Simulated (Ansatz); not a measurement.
Run report: Si16N, nudged elastic band (part 1 of 2)

- system: Si16N (defect cell, 17 atoms in the cell)
- method: DFT PBEsol, scalar-relativistic, plane waves, PAW, PAW set soft_1, spin-polarised (Ansatz 0.2.0)

The run did not end well. One setting was made poor on purpose. It belongs to a series of runs on one base structure; here: band between the two ends.

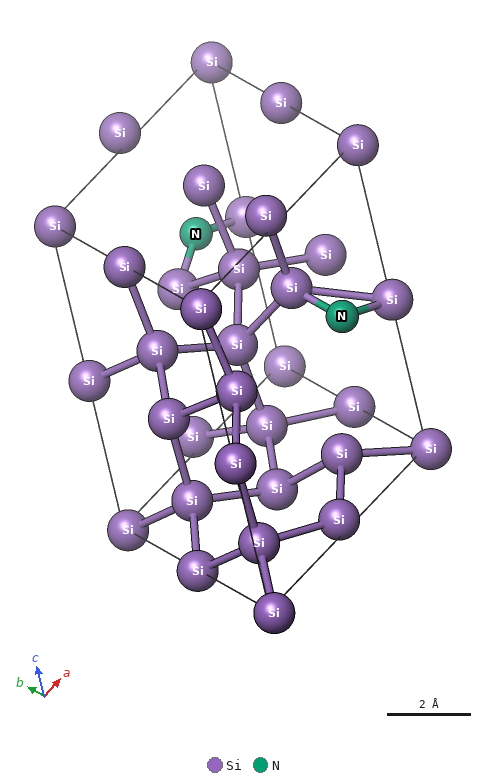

The starting structure (ball-and-stick view of the cell of the calculation, seen slightly off an axis). An atom can appear more than once, as a periodic image. Near neighbours in the periodic cell (some may lie outside the picture): Si has 4 Si at 2.28 to 2.52 Å; Si has 1 N at 1.84 Å and 4 Si at 2.33 to 2.52 Å; Si has 1 N at 1.73 to 1.77 Å and 3 Si at 2.28 to 2.47 Å; N has 3 Si at 1.73 to 1.84 Å.

**The input**
```yaml
crystal:
  lattice:
    - [0.0, 5.43, 5.43]
    - [5.43, 0.0, 5.43]
    - [5.43, 5.43, 0.0]
  atoms:
    - { symbol: Si, position: [0.01138731, -0.01416609, -0.01141364] }
    - { symbol: Si, position: [0.10791614, 0.12244819, 0.129211] }
    - { symbol: Si, position: [-0.01560426, -0.03428392, 0.5001868] }
    - { symbol: Si, position: [0.15360991, 0.08196623, 0.6150538] }
    - { symbol: Si, position: [0.00109831, 0.49635653, -0.00601577] }
    - { symbol: Si, position: [0.13288276, 0.61007745, 0.12253068] }
    - { symbol: Si, position: [0.01638635, 0.45833672, 0.49631521] }
    - { symbol: Si, position: [0.12931275, 0.59514562, 0.62169498] }
    - { symbol: Si, position: [0.47730766, 0.01736277, 0.03607639] }
    - { symbol: Si, position: [0.63916897, 0.12351094, 0.13516311] }
    - { symbol: Si, position: [0.54609005, -0.03997348, 0.5003678] }
    - { symbol: Si, position: [0.62354444, 0.18008072, 0.67488089] }
    - { symbol: Si, position: [0.5067642, 0.49766614, -0.01112898] }
    - { symbol: Si, position: [0.62833949, 0.64693314, 0.09163287] }
    - { symbol: Si, position: [0.49412868, 0.51942428, 0.46529271] }
    - { symbol: Si, position: [0.64157904, 0.59000992, 0.61501213] }
    - { symbol: "N", position: [0.71155012, 0.96948304, 0.59122552] }
magnetization:
  spin_polarized: true
basis:
  ecutwfc: 420.0
kpoints:
  mp_grid: { grid: [1, 1, 1] }
hamiltonian:
  xc: pbesol
  pseudopotentials: { kind: paw, azcp: { folder: soft_1 } }
scf:
  occupations: { method: gaussian, width: 0.02 }
  lower_state_search: "off"
  max_iter: 58
neb:
  images: 3
  f_tol: 0.05
  max_iterations: 50
  order_check: false
  final_atoms:
    - { symbol: Si, position: [0.10216276, 0.00187917, -0.05572966] }
    - { symbol: Si, position: [0.15493141, 0.14694309, 0.10780008] }
    - { symbol: Si, position: [-0.00901515, -0.00360609, 0.47816117] }
    - { symbol: Si, position: [0.10331277, 0.13093641, 0.60492624] }
    - { symbol: Si, position: [-0.01478242, 0.51647859, 0.00307643] }
    - { symbol: Si, position: [0.07693591, 0.64030048, 0.15851785] }
    - { symbol: Si, position: [-0.0280791, 0.49583668, 0.52910953] }
    - { symbol: Si, position: [0.11656933, 0.62368247, 0.62904288] }
    - { symbol: Si, position: [0.52158956, -0.01444062, 0.00240974] }
    - { symbol: Si, position: [0.63054158, 0.07833362, 0.16603922] }
    - { symbol: Si, position: [0.4705747, -0.01731512, 0.53664412] }
    - { symbol: Si, position: [0.61732722, 0.11805333, 0.62819524] }
    - { symbol: Si, position: [0.47733309, 0.47021736, 0.0428937] }
    - { symbol: Si, position: [0.61155722, 0.61313686, 0.13904115] }
    - { symbol: Si, position: [0.49070476, 0.49195978, 0.51473006] }
    - { symbol: Si, position: [0.59676953, 0.60782975, 0.66653085] }
    - { symbol: "N", position: [0.89662499, 0.91319433, 0.15544429] }
```

Run on 2 threads of Arm Neoverse V1, 24 GiB of memory available, shared host.

Launch command:
```bash
ansatz run input.yaml --threads 2 --pin off --max-ram 5120MiB --backend cpu --events-out ev --progress --plain --runs-dir out
```

**Log**
```
Warning: neb: disabling space-group detection — the band's intermediate images generally break the endpoint symmetry, so no spatial operation reduces the k-mesh or symmetrises the density, except that a semilocal band can use its path's symmetry ahead of convergence; time reversal is kept, so that k and −k are solved as one point where they differ and the mesh holds both, and exact exchange and, on two spinor components, a DFT+U term hold to it where the run has them: on two components no moment then forms, and a state that bears one, which a typed moment (crystal.atoms[].spin; refused beside efield: under a hybrid functional) reaches, can lie lower, under hf by electronvolts; crystal.symmetry.detect: false (a key that needs symmetry detection or time reversal refuses this as the deck is read) with time_reversal: false beside it drops time reversal too
Warning: [file] the record states the generating functional pbe (its physics header spells it `PBE`), which answers neither for hamiltonian.xc's functional nor for the pbesol family's — results may be inconsistent (PPs are generated against a specific XC)
Warning: [file] the record states the generating functional pbe (its physics header spells it `PBE`), which answers neither for hamiltonian.xc's functional nor for the pbesol family's — results may be inconsistent (PPs are generated against a specific XC)
Engine: ansatz 0.2.0, aarch64-unknown-linux-gnu
Pseudopotentials: kind: paw
Pseudopotential: Si, paw, valence charge 4, recommended cutoff 420 eV (normal), [file]
Pseudopotential: N, paw, valence charge 5, recommended cutoff 420 eV (normal), [file]
Functional definition: PBEsol
  exchange = pbesol_x
  correlation = pbesol_c
parallel-image band execution: 2 concurrent image workers
NEB image 0
Crystal: 17 atoms, lattice volume = 320.206 Å³
Basis set: ecut = 420 eV, 6231 PW (Γ), exchange–correlation on 108×108×108 points (8 copies of the dense FFT grid, shifted against one another)
Bands: 52, of which v1, the nominal top of the filled ones, is band 35 counted from 1 (34 counted from 0)
Symmetry: 1 space group operations
k-points: 1
Non-local potential: Si, projectors of the file, l = 0: 2, l = 1: 2, l = 2: 1
Non-local potential: N, projectors of the file, l = 0: 2, l = 1: 2, l = 2: 1
PAW form: soft (Blöchl's): semilocal exchange-correlation on the pseudo side does not see the compensation charge
PAW frozen core: Si, regenerated for the run's functional, and the local potential with it (the file was generated under x = pbe(κ = 0.804, μ = 0.2195149727645171), c = pbe(β = 0.06672455060314922))
PAW frozen core: N, regenerated for the run's functional, and the local potential with it (the file was generated under x = pbe(κ = 0.804, μ = 0.2195149727645171), c = pbe(β = 0.06672455060314922))
PAW one-centre angular grid: Si, 110 points (default); XC on 64 Gauss nodes
PAW one-centre angular grid: N, 110 points (default); XC on 64 Gauss nodes
Initial density: superposition of atomic densities (chi_scale 0.1, normalization cell, long waves kept (reshape's long-wave potential 0.29 eV rms))
Initial wavefunctions: pseudopotential atomic-orbital guess
Functional: x = pbesol(κ = 0.804, μ = 0.12345679012345678), c = pbesol(β = 0.046)
SCF iter   1: F=—  HF=-10309.084185 eV  |F-HF|=—  |Δ(HF+E_count)|=         —  Δρ=2.99e-2 (↑2.99e-2 ↓2.99e-2)  dr2=1.35e1  dr2_m=0.00e0  M=0.000 μB ∫|m|=0.000 μB  β_m=0.30  ethr=3.10e-3  ⟨swp⟩=7.0  Hψ=268  notcnv=0
preconditioner: auto → Resta (q_TF=auto, 2.112 Å⁻¹)  ε∞=6.9  [insulator: Δε(μ)=0.567 eV  Ē_g=7.091 eV  σ=0.020 eV  W_gap=0.50  n_scr=58 (ndim 8)  ℏωp=17.2 eV  f_vac=0.000  D(μ)=56.42/eV (n_scr^D=940)  ε∞_Penn≈6.9]
spin=Collinear: Resta preconditioning applied to the charge; magnetization (m = ρ↑ − ρ↓) channel mixes plain (no charge-response kernel on spin).
SCF iter   2: F=—  HF=-10307.222984 eV  |F-HF|=—  |Δ(HF+E_count)|=    1.86e0  Δρ=2.15e-2 (↑2.15e-2 ↓2.15e-2)  dr2=6.70e0  dr2_m=0.00e0  M=0.000 μB ∫|m|=0.000 μB  β_m=0.65  ethr=3.10e-3  ⟨swp⟩=2.0  Hψ=67  notcnv=0  defer=4
SCF iter   3: F=—  HF=-10305.465735 eV  |F-HF|=—  |Δ(HF+E_count)|=    1.76e0  Δρ=5.66e-3 (↑5.66e-3 ↓5.66e-3)  dr2=8.21e-1  dr2_m=0.00e0  M=0.000 μB ∫|m|=0.000 μB  β_m=0.60  ethr=3.10e-3  ⟨swp⟩=3.0  Hψ=90  notcnv=0  defer=4
SCF iter   4: F=—  HF=-10305.378359 eV  |F-HF|=—  |Δ(HF+E_count)|=   8.74e-2  Δρ=2.43e-3 (↑2.43e-3 ↓2.43e-3)  dr2=1.13e-1  dr2_m=0.00e0  M=0.000 μB ∫|m|=0.000 μB  β_m=0.74  ethr=1.19e-3  ⟨swp⟩=1.0  Hψ=60  notcnv=0  defer=10
SCF iter   5: F=—  HF=-10305.387119 eV  |F-HF|=—  |Δ(HF+E_count)|=   8.76e-3  Δρ=2.40e-3 (↑2.40e-3 ↓2.40e-3)  dr2=1.19e-1  dr2_m=0.00e0  M=0.000 μB ∫|m|=0.000 μB  β_m=0.62  ethr=1.64e-4  ⟨swp⟩=3.0  Hψ=82  notcnv=0  defer=10
SCF iter   6: F=—  HF=-10305.380189 eV  |F-HF|=—  |Δ(HF+E_count)|=   6.93e-3  Δρ=9.41e-4 (↑9.41e-4 ↓9.41e-4)  dr2=1.60e-2  dr2_m=0.00e0  M=0.000 μB ∫|m|=0.000 μB  β_m=0.59  ethr=1.64e-4  ⟨swp⟩=1.0  Hψ=42  notcnv=0  defer=10
SCF iter   7: F=—  HF=-10305.382001 eV  |F-HF|=—  |Δ(HF+E_count)|=   1.81e-3  Δρ=4.81e-4 (↑4.81e-4 ↓4.81e-4)  dr2=4.16e-3  dr2_m=0.00e0  M=0.000 μB ∫|m|=0.000 μB  β_m=0.63  ethr=2.32e-5  ⟨swp⟩=2.0  Hψ=47  notcnv=0  defer=10
SCF iter   8: F=—  HF=-10305.382619 eV  |F-HF|=—  |Δ(HF+E_count)|=   6.18e-4  Δρ=2.11e-4 (↑2.11e-4 ↓2.11e-4)  dr2=8.91e-4  dr2_m=0.00e0  M=0.000 μB ∫|m|=0.000 μB  β_m=0.62  ethr=6.03e-6  ⟨swp⟩=1.0  Hψ=42  notcnv=0  defer=10
SCF iter   9: F=—  HF=-10305.382831 eV  |F-HF|=—  |Δ(HF+E_count)|=   2.13e-4  Δρ=7.95e-5 (↑7.95e-5 ↓7.95e-5)  dr2=1.43e-4  dr2_m=0.00e0  M=0.000 μB ∫|m|=0.000 μB  β_m=0.66  ethr=1.29e-6  ⟨swp⟩=2.0  Hψ=70  notcnv=0  defer=10
SCF iter  10: F=—  HF=-10305.382862 eV  |F-HF|=—  |Δ(HF+E_count)|=   3.10e-5  Δρ=2.72e-5 (↑2.72e-5 ↓2.72e-5)  dr2=1.66e-5  dr2_m=0.00e0  M=0.000 μB ∫|m|=0.000 μB  β_m=0.70  ethr=2.07e-7  ⟨swp⟩=2.0  Hψ=77  notcnv=0  defer=10
SCF iter  11: F=—  HF=-10305.382847 eV  |F-HF|=—  |Δ(HF+E_count)|=   1.58e-5  Δρ=9.10e-6 (↑9.10e-6 ↓9.10e-6)  dr2=1.92e-6  dr2_m=0.00e0  M=0.000 μB ∫|m|=0.000 μB  β_m=0.80  ethr=2.41e-8  ⟨swp⟩=3.0  Hψ=89  notcnv=0  defer=10
SCF iter  12: F=—  HF=-10305.382847 eV  |F-HF|=—  |Δ(HF+E_count)|=   6.22e-7  Δρ=4.22e-6 (↑4.22e-6 ↓4.22e-6)  dr2=2.98e-7  dr2_m=0.00e0  M=0.000 μB ∫|m|=0.000 μB  β_m=0.74  ethr=2.78e-9  ⟨swp⟩=2.0  Hψ=76  notcnv=0  defer=10
SCF iter  13: F=-10305.382847 eV  HF=-10305.382847 eV  |F-HF|=7.84e-9  |Δ(HF+E_count)|=  3.04e-10  Δρ=1.45e-6 (↑1.45e-6 ↓1.45e-6)  dr2=3.81e-8  dr2_m=0.00e0  M=0.000 μB ∫|m|=0.000 μB  ethr=1.45e-10  ⟨swp⟩=4.0  Hψ=161  notcnv=0
SCF 1 converged in 13 iterations: F = -10305.382847 eV  dr2 = 3.81e-8
  greatest PAW one-centre occupation: 0.811 electrons in one spin orbital (limit 2), on the N atom at site 16 (counted from 0), in its partial waves of l = 0
NSCF: frozen V_eff on 1 k-points
NEB image 4
SCF iter   1: F=—  HF=-10309.075330 eV  |F-HF|=—  |Δ(HF+E_count)|=         —  Δρ=2.99e-2 (↑2.99e-2 ↓2.99e-2)  dr2=1.35e1  dr2_m=0.00e0  M=0.000 μB ∫|m|=0.000 μB  β_m=0.30  ethr=3.10e-3  ⟨swp⟩=7.0  Hψ=268  notcnv=0
preconditioner: auto → Resta (q_TF=auto, 2.112 Å⁻¹)  ε∞=6.9  [insulator: Δε(μ)=0.574 eV  Ē_g=7.089 eV  σ=0.020 eV  W_gap=0.50  n_scr=58 (ndim 8)  ℏωp=17.2 eV  f_vac=0.000  D(μ)=56.42/eV (n_scr^D=940)  ε∞_Penn≈6.9]
spin=Collinear: Resta preconditioning applied to the charge; magnetization (m = ρ↑ − ρ↓) channel mixes plain (no charge-response kernel on spin).
SCF iter   2: F=—  HF=-10307.221998 eV  |F-HF|=—  |Δ(HF+E_count)|=    1.85e0  Δρ=2.14e-2 (↑2.14e-2 ↓2.14e-2)  dr2=6.67e0  dr2_m=0.00e0  M=0.000 μB ∫|m|=0.000 μB  β_m=0.64  ethr=3.10e-3  ⟨swp⟩=2.0  Hψ=67  notcnv=0  defer=4
SCF iter   3: F=—  HF=-10305.552584 eV  |F-HF|=—  |Δ(HF+E_count)|=    1.67e0  Δρ=6.68e-3 (↑6.68e-3 ↓6.68e-3)  dr2=1.29e0  dr2_m=0.00e0  M=0.000 μB ∫|m|=0.000 μB  β_m=0.58  ethr=3.10e-3  ⟨swp⟩=3.0  Hψ=90  notcnv=0  defer=4
SCF iter   4: F=—  HF=-10305.385066 eV  |F-HF|=—  |Δ(HF+E_count)|=   1.68e-1  Δρ=2.91e-3 (↑2.91e-3 ↓2.91e-3)  dr2=1.68e-1  dr2_m=0.00e0  M=0.000 μB ∫|m|=0.000 μB  β_m=0.77  ethr=1.87e-3  ⟨swp⟩=1.0  Hψ=60  notcnv=0  defer=10
SCF iter   5: F=—  HF=-10305.396451 eV  |F-HF|=—  |Δ(HF+E_count)|=   1.14e-2  Δρ=2.76e-3 (↑2.76e-3 ↓2.76e-3)  dr2=1.47e-1  dr2_m=0.00e0  M=0.000 μB ∫|m|=0.000 μB  β_m=0.64  ethr=2.44e-4  ⟨swp⟩=3.0  Hψ=84  notcnv=0  defer=10
SCF iter   6: F=—  HF=-10305.382399 eV  |F-HF|=—  |Δ(HF+E_count)|=   1.41e-2  Δρ=6.83e-4 (↑6.83e-4 ↓6.83e-4)  dr2=9.08e-3  dr2_m=0.00e0  M=0.000 μB ∫|m|=0.000 μB  β_m=0.70  ethr=2.12e-4  ⟨swp⟩=1.0  Hψ=42  notcnv=0  defer=10
SCF iter   7: F=—  HF=-10305.384048 eV  |F-HF|=—  |Δ(HF+E_count)|=   1.65e-3  Δρ=2.90e-4 (↑2.90e-4 ↓2.90e-4)  dr2=1.45e-3  dr2_m=0.00e0  M=0.000 μB ∫|m|=0.000 μB  β_m=0.81  ethr=1.32e-5  ⟨swp⟩=3.0  Hψ=81  notcnv=0  defer=10
SCF iter   8: F=—  HF=-10305.384936 eV  |F-HF|=—  |Δ(HF+E_count)|=   8.88e-4  Δρ=3.20e-4 (↑3.20e-4 ↓3.20e-4)  dr2=2.03e-3  dr2_m=0.00e0  M=0.000 μB ∫|m|=0.000 μB  β_m=0.66  ethr=2.10e-6  ⟨swp⟩=2.0  Hψ=64  notcnv=0  defer=10
SCF iter   9: F=—  HF=-10305.384887 eV  |F-HF|=—  |Δ(HF+E_count)|=   4.96e-5  Δρ=1.65e-4 (↑1.65e-4 ↓1.65e-4)  dr2=5.37e-4  dr2_m=0.00e0  M=0.000 μB ∫|m|=0.000 μB  β_m=0.63  ethr=2.10e-6  ⟨swp⟩=1.0  Hψ=42  notcnv=0  defer=10
SCF iter  10: F=—  HF=-10305.384864 eV  |F-HF|=—  |Δ(HF+E_count)|=   2.30e-5  Δρ=2.61e-5 (↑2.61e-5 ↓2.61e-5)  dr2=1.40e-5  dr2_m=0.00e0  M=0.000 μB ∫|m|=0.000 μB  β_m=0.74  ethr=7.79e-7  ⟨swp⟩=1.0  Hψ=42  notcnv=0  defer=10
SCF iter  11: F=—  HF=-10305.384864 eV  |F-HF|=—  |Δ(HF+E_count)|=   5.85e-7  Δρ=9.16e-6 (↑9.16e-6 ↓9.16e-6)  dr2=1.65e-6  dr2_m=0.00e0  M=0.000 μB ∫|m|=0.000 μB  β_m=0.82  ethr=2.03e-8  ⟨swp⟩=2.0  Hψ=86  notcnv=0  defer=10
[...]
NSCF: frozen V_eff on 1 k-points
WARN: NEB end point (image 0): max|allowed force component| = 1.091e0 eV/Å (the criterion of neb.relax_end_points is 1.000e-2). That is over neb.f_tol: it is no minimum, so the barrier can be far off. Relax it first
WARN: NEB end point (image 4): max|allowed force component| = 1.120e0 eV/Å (the criterion of neb.relax_end_points is 1.000e-2). That is over neb.f_tol: it is no minimum, so the barrier can be far off. Relax it first
NEB image 1
preconditioner: auto → Resta (q_TF=auto, 2.112 Å⁻¹)  ε∞=7.0  [insulator: Δε(μ)=0.374 eV  Ē_g=7.034 eV  σ=0.020 eV  W_gap=0.50  n_scr=58 (ndim 8)  ℏωp=17.2 eV  f_vac=0.000  D(μ)=56.42/eV (n_scr^D=940)  ε∞_Penn≈7.0]
spin=Collinear: Resta preconditioning applied to the charge; magnetization (m = ρ↑ − ρ↓) channel mixes plain (no charge-response kernel on spin).
  greatest PAW one-centre occupation: 0.823 electrons in one spin orbital (limit 2), on the N atom at site 16 (counted from 0), in its partial waves of l = 0
NEB image 2
preconditioner: auto → Kerker (q_TF=auto, 2.112 Å⁻¹)  [metal: Δε(μ)=0.107 eV  Ē_g=6.789 eV  σ=0.020 eV  W_gap=0.50  n_scr=58 (ndim 8)  ℏωp=17.2 eV  f_vac=0.000  D(μ)=56.42/eV (n_scr^D=940)]
spin=Collinear: Kerker preconditioning applied to the charge; magnetization (m = ρ↑ − ρ↓) channel mixes plain (no charge-response kernel on spin).
preconditioner: auto → Resta (q_TF=auto, 2.112 Å⁻¹)  ε∞=7.3  [insulator: Δε(μ)=0.110 eV  Ē_g=6.871 eV  σ=0.020 eV  W_gap=0.50  n_scr=58 (ndim 8)  ℏωp=17.2 eV  f_vac=0.000  D(μ)=56.47/eV (n_scr^D=940)  ε∞_Penn≈7.3]
spin=Collinear: Resta preconditioning applied to the charge; magnetization (m = ρ↑ − ρ↓) channel mixes plain (no charge-response kernel on spin).
  greatest PAW one-centre occupation: 0.816 electrons in one spin orbital (limit 2), on the N atom at site 16 (counted from 0), in its partial waves of l = 0
NEB image 3
preconditioner: auto → Resta (q_TF=auto, 2.112 Å⁻¹)  ε∞=7.2  [insulator: Δε(μ)=0.583 eV  Ē_g=6.899 eV  σ=0.020 eV  W_gap=0.50  n_scr=58 (ndim 8)  ℏωp=17.2 eV  f_vac=0.000  D(μ)=56.42/eV (n_scr^D=940)  ε∞_Penn≈7.2]
spin=Collinear: Resta preconditioning applied to the charge; magnetization (m = ρ↑ − ρ↓) channel mixes plain (no charge-response kernel on spin).
  greatest PAW one-centre occupation: 0.821 electrons in one spin orbital (limit 2), on the N atom at site 16 (counted from 0), in its partial waves of l = 0
NEB iter   1: max|band force component| = 4.501e0 eV/Å  barrier→ = 4.0730 eV  barrier← = 4.0750 eV  Δτ_max = 0.2000 Å  (66 SCF iters)
  M     (μB):  +0.0000  +0.0000  +0.0000  +0.0000  +0.0000
  M_abs (μB):   0.0000   0.0000   0.0000   0.0000   0.0000
NEB image 1
Initial density: handed on by an earlier stage of this run
Initial wavefunctions: those handed on with the density
preconditioner: auto → Resta (q_TF=auto, 2.112 Å⁻¹)  ε∞=7.1  [insulator: Δε(μ)=0.386 eV  Ē_g=6.959 eV  σ=0.020 eV  W_gap=0.50  n_scr=58 (ndim 8)  ℏωp=17.2 eV  f_vac=0.000  D(μ)=56.42/eV (n_scr^D=940)  ε∞_Penn≈7.1]
spin=Collinear: Resta preconditioning applied to the charge; magnetization (m = ρ↑ − ρ↓) channel mixes plain (no charge-response kernel on spin).
  greatest PAW one-centre occupation: 0.819 electrons in one spin orbital (limit 2), on the N atom at site 16 (counted from 0), in its partial waves of l = 0
NEB image 2
preconditioner: auto → Resta (q_TF=auto, 2.112 Å⁻¹)  ε∞=7.4  [insulator: Δε(μ)=0.310 eV  Ē_g=6.821 eV  σ=0.020 eV  W_gap=0.50  n_scr=58 (ndim 8)  ℏωp=17.2 eV  f_vac=0.000  D(μ)=56.42/eV (n_scr^D=940)  ε∞_Penn≈7.4]
spin=Collinear: Resta preconditioning applied to the charge; magnetization (m = ρ↑ − ρ↓) channel mixes plain (no charge-response kernel on spin).
  greatest PAW one-centre occupation: 0.815 electrons in one spin orbital (limit 2), on the N atom at site 16 (counted from 0), in its partial waves of l = 0
NEB image 3
preconditioner: auto → Resta (q_TF=auto, 2.112 Å⁻¹)  ε∞=7.3  [insulator: Δε(μ)=0.494 eV  Ē_g=6.874 eV  σ=0.020 eV  W_gap=0.50  n_scr=58 (ndim 8)  ℏωp=17.2 eV  f_vac=0.000  D(μ)=56.42/eV (n_scr^D=940)  ε∞_Penn≈7.3]
spin=Collinear: Resta preconditioning applied to the charge; magnetization (m = ρ↑ − ρ↓) channel mixes plain (no charge-response kernel on spin).
NEB iter   2: max|band force component| = 3.563e0 eV/Å  barrier→ = 2.3086 eV  barrier← = 2.3106 eV  Δτ_max = 0.2000 Å  (27 SCF iters)
[... from here on the SCF iterations and repeated set-up lines of each step are left out, up to the last step ...]
NEB image 1
NEB image 2
NEB image 3
NEB iter   3: max|band force component| = 1.912e0 eV/Å  barrier→ = 0.9826 eV  barrier← = 0.9846 eV  Δτ_max = 0.1923 Å  (26 SCF iters)
NEB image 1
NEB image 2
```
